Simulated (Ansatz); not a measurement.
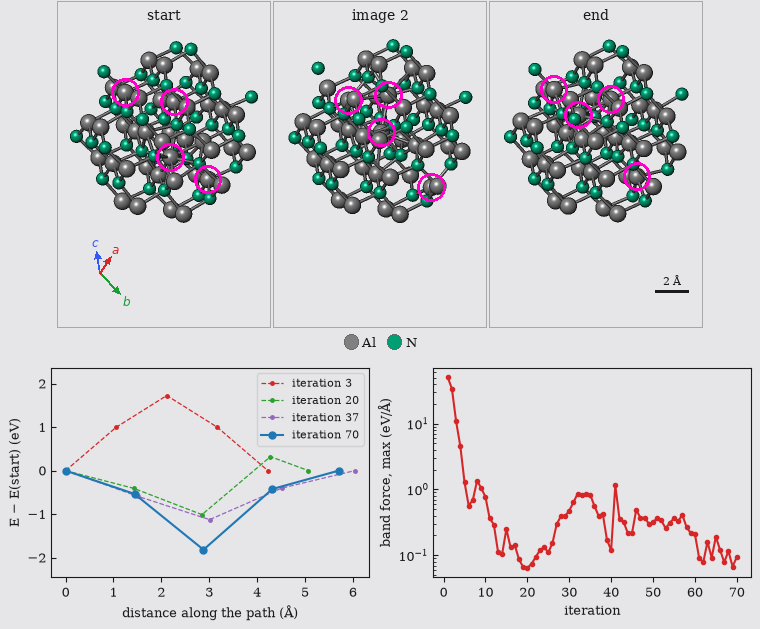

A search for the minimum-energy path of a defect cell of composition Al$_{17}$N$_{16}$ (33 atoms in the cell) by the nudged elastic band. Images are numbered from 0 (start) to 4 (end). The plot follows the band through its iterations. A ball-and-stick model of the atoms within 5.8 Å of the middle of the path, seen from a free direction. The atoms that move most are ringed. Bonds to atoms that aren't drawn are left out.

Level of theory: DFT PBE, scalar-relativistic, plane waves, PAW in Ansatz 0.2.0. Run with plane-wave cutoff 420 eV; k-point mesh 2 × 2 × 2; Gaussian smearing 0.02 eV; 3 movable images; climbing image.

Did the band converge, and can the barrier be trusted?

Answer. The result isn't final. The band hadn't converged when the run stopped after 70 iterations. The largest component of the band force went from 51 to 0.094 eV/Å. The first iteration put the highest image at 22.92 eV. Relative to the start the highest point is image 0 at 0.00 eV and the end lies at 0.00 eV, but the profile dips to −1.82 eV at image 2 on the way, so there may be an intermediate minimum, or an end is no minimum.

Limits of the set-up: the periodic images lie only 7.6 Å apart, so the values are limited by the cell's size.
